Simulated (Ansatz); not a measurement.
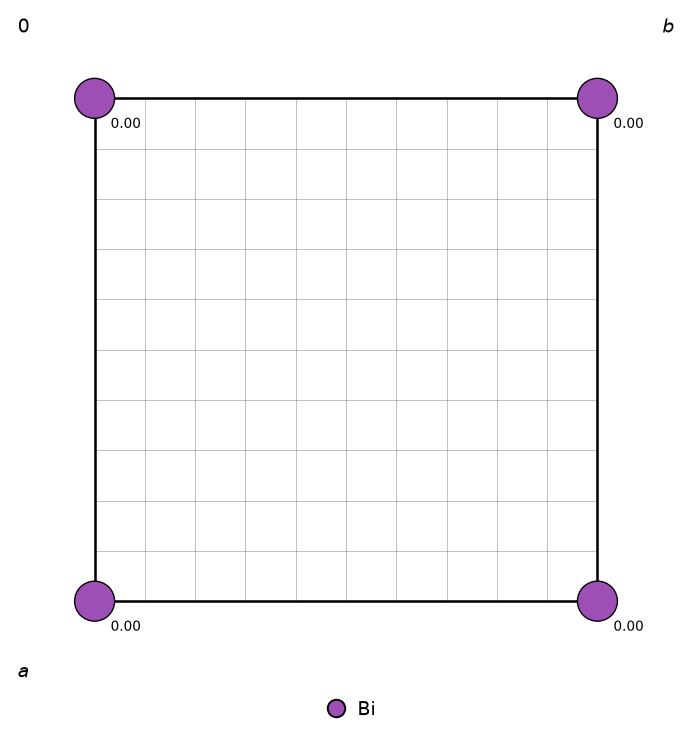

Plan of a unit cell projected along c (a down the page, b across); the numbers are heights as fractions of c, and atoms on the cell's edges are repeated. The grid marks tenths of a and b. Source: the geometry relaxed with DFT, RPBE, plane waves (420 eV) with PAW, scalar-relativistic in Ansatz; the starting structure was generated, so it need not be a known form of this composition. All values are computed from the atomic coordinates in the standard setting (tolerance 0.002 Å).

a = 3.309 Å, b = 3.309 Å, c = 3.309 Å, α = 90.00°, β = 90.00°, γ = 90.00°.

Q: What does the cell contain?

A: 1 Bi: Bi, Z = 1.

Q: Which space group?

A: Pm-3m (No. 221), primitive cubic.

Q: Give the fractional coordinates of all atoms, to two places.

A:
| atom | x | y | z |
| --- | --- | --- | --- |
| Bi | 0.00 | 0.00 | 0.00 |
